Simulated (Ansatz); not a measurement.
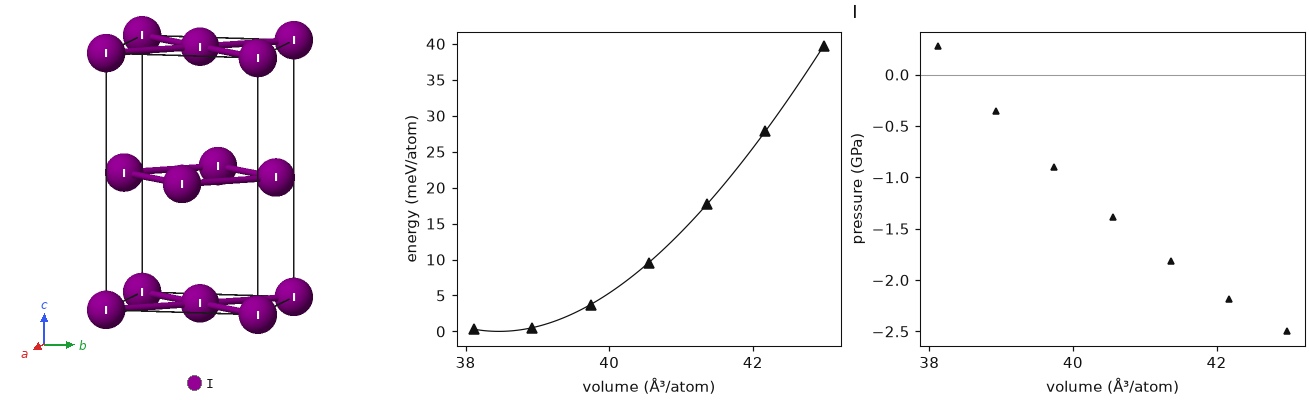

The plot gives the computed energy and pressure against volume for I, space group Fmmm (No. 69). The conventional cell is drawn beside the plot.

Starting cell:
```cif
data_structure
_symmetry_space_group_name_H-M 'P 1'
_symmetry_Int_Tables_number 1
_cell_length_a 4.5698
_cell_length_b 4.4825
_cell_length_c 3.2252
_cell_angle_alpha 70.584
_cell_angle_beta 67.686
_cell_angle_gamma 41.731
_cell_volume 40.55
loop_
_atom_site_label
_atom_site_type_symbol
_atom_site_fract_x
_atom_site_fract_y
_atom_site_fract_z
_atom_site_occupancy
I1 I 0.00000 0.00000 0.00000 1
```

Method: all-electron LAPW DFT, no spin polarisation; energies at scaled volumes of the given cell, shape and fractions fixed, counted from the fit's minimum, third-order Birch-Murnaghan fit (Ansatz 0.2.0). Level: PBEsol.

```json
{"setting": "k mesh", "value": "9×9×9"}
{"setting": "occupations", "value": "Fermi–Dirac"}
{"setting": "smearing width", "value": "0.05 eV"}
{"setting": "potentials", "value": "all electron LAPW, scalar relativistic"}
{"setting": "program settings", "value": "basis error eV/atom 0.0005"}
```

> What equilibrium volume and bulk modulus follow from the curve?

A third-order Birch–Murnaghan fit gives V0 = 38.47 Å³/atom, B0 = 30.3 GPa and B′ = 5.3.

> What does the pressure do across the range?

It falls from 0.28 GPa at volume 38.12 Å³/atom to −2.50 GPa at 42.99 Å³/atom, and changes sign near 38.48 Å³/atom.

Note: shape and atomic fractions are frozen while scaling, which makes layered, chain and framework solids too stiff.

The computed values:

```json
{"volume (Å³/atom)": "38.12", "energy (meV/atom)": "0.30", "pressure (GPa)": "0.28"}
{"volume (Å³/atom)": "38.93", "energy (meV/atom)": "0.52", "pressure (GPa)": "-0.35"}
{"volume (Å³/atom)": "39.74", "energy (meV/atom)": "3.74", "pressure (GPa)": "-0.90"}
{"volume (Å³/atom)": "40.55", "energy (meV/atom)": "9.58", "pressure (GPa)": "-1.39"}
{"volume (Å³/atom)": "41.36", "energy (meV/atom)": "17.72", "pressure (GPa)": "-1.81"}
{"volume (Å³/atom)": "42.17", "energy (meV/atom)": "27.85", "pressure (GPa)": "-2.18"}
{"volume (Å³/atom)": "42.99", "energy (meV/atom)": "39.72", "pressure (GPa)": "-2.50"}
```
